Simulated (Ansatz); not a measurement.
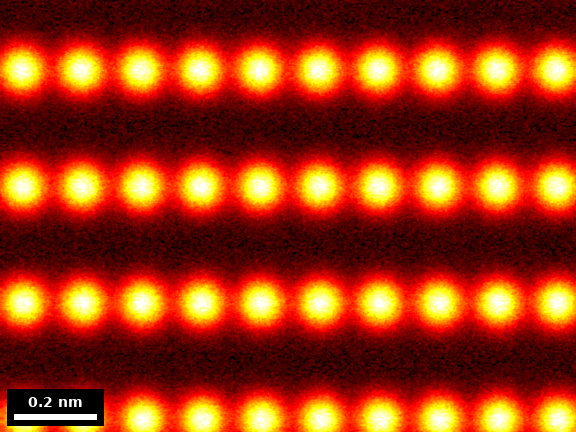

Z-contrast image of a crystal. Simulation: incoherent imaging, intensity Z^1.6 per atom, probe width 0.82 Å, thin sample. The probe carries 25 % of its weight in a tail 2.5 times as wide. The display is stretched by a gamma of 0.65; percentages refer to the linear signal. Shot noise and a slight drift were added.

> What two-dimensional lattice does the image show, and how large is its cell?

The pattern repeats on a rectangular net of 1.4 × 2.8 Å.

> What is the plane group of the image?

p2mm: mirror lines in two perpendicular directions, with twofold points where they cross.

> How many columns does the smallest repeating cell hold, and how many levels of brightness?

1 column in the primitive cell of 4.1 Å², all of one brightness.

The crystal is Hg (P6/mmm, No. 191) seen along [102]. Model: coordinates from a relaxation with DFT PBE, scalar-relativistic, plane waves, PAW (Ansatz 0.2.0); the starting structure was generated, so it need not be a known form of this composition.
